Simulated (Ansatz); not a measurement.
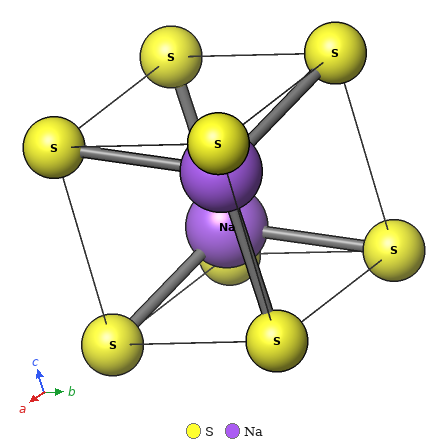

System: Na₂S, space group Fm-3m (No. 225). The picture shows the cell.

The given structure:
```yaml
crystal:
  lattice:
    - [0.00000, 3.27350, 3.27350]
    - [3.27350, 0.00000, 3.27350]
    - [3.27350, 3.27350, 0.00000]
  atoms:
    - { symbol: S, position: [0.00000, 0.00000, 0.00000] }
    - { symbol: Na, position: [0.75000, 0.75000, 0.75000] }
    - { symbol: Na, position: [0.25000, 0.25000, 0.25000] }
```

Calculation (Ansatz 0.2.0): Born effective charges by linear response at the zone centre, in units of the proton charge, Cartesian axes of the given cell; plane-wave DFT, no spin polarisation. Level: PBE.

- k mesh: 6×6×6
- occupations: fixed
- potentials: Ansatz PAW
- wave cutoff: 420 eV
- density cutoff: 1680 eV
- program settings: xc grid level 2, xc grid task dfpt_response

Predict the mean Born effective charge of each atom. The cases: S; Na 1; Na 2.

The largest in size is that of S, −1.93 e, and the charges add up to 0.00 e. The charges are isotropic.

```tsv
atom	mean Born effective charge (e)
S	-1.933
Na 1	0.966
Na 2	0.966
```

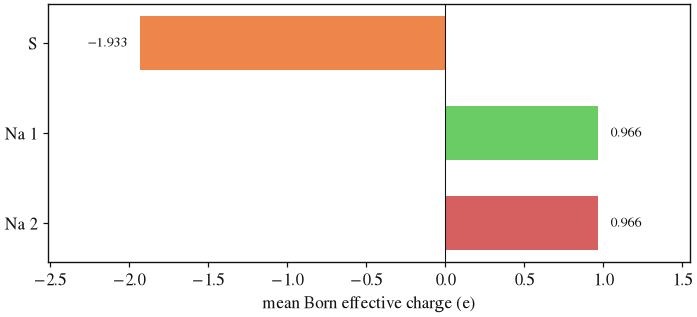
